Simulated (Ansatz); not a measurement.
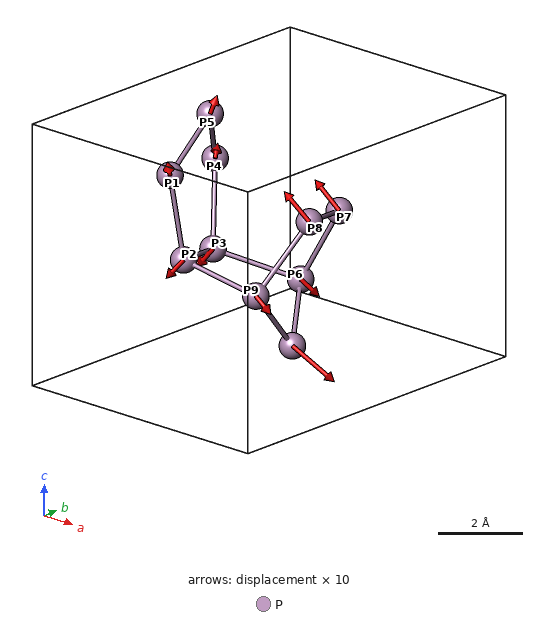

This is a relaxation of solid P (set up in Pm). The starting structure is drawn; red arrows show the displacements (the part carried along by the change of the cell is left out), 10 times their true length.

The picture is a ball-and-stick view of the cell of the calculation, seen slightly off an axis.

These are results of Ansatz 0.2.0, DFT PBE+D3(BJ), scalar-relativistic, plane waves, PAW, not measurements. Set-up: plane-wave cutoff 420 eV; k-point mesh 6 × 2 × 6; occupations gaussian; smearing width 0.02 eV; no spin polarisation; cell and atoms relaxed; force threshold 0.005 eV/Å; at most 80 steps.

> Describe the change and its energy.

The energy falls by 99.1 meV per cell of the calculation in 7 accepted moves (8 points after the start). Largest force component: 0.39 eV/Å at the start, 0.0047 eV/Å at the end. The pressure goes from 0.09 to 0.00 GPa. At 1 point the geometry stayed and the basis and grid were re-selected for the new cell (energy shift of 0.8 meV per cell of the calculation at most each time). A P atom moves most relative to the cell: 0.14 Å along [2 0 −1]. The volume changes by −5.3 %, with a 5.635 → 5.465 Å (−3.0 %), b 19.632 → 19.605 Å (−0.1 %), c 6.326 → 6.142 Å (−2.9 %), β 104.7° → 102.9°. Some distances before and after: P–P 2.201 → 2.219 Å, P–P 2.225 → 2.238 Å, P–P 2.239 → 2.249 Å, P–P 2.195 → 2.205 Å. Among the angles between lasting bonds that change: P–P–P 107.5° → 104.0°, P–P–P 108.0° → 104.7°, P–P–P 94.3° → 91.2°. The space group stays Pm (No. 6).
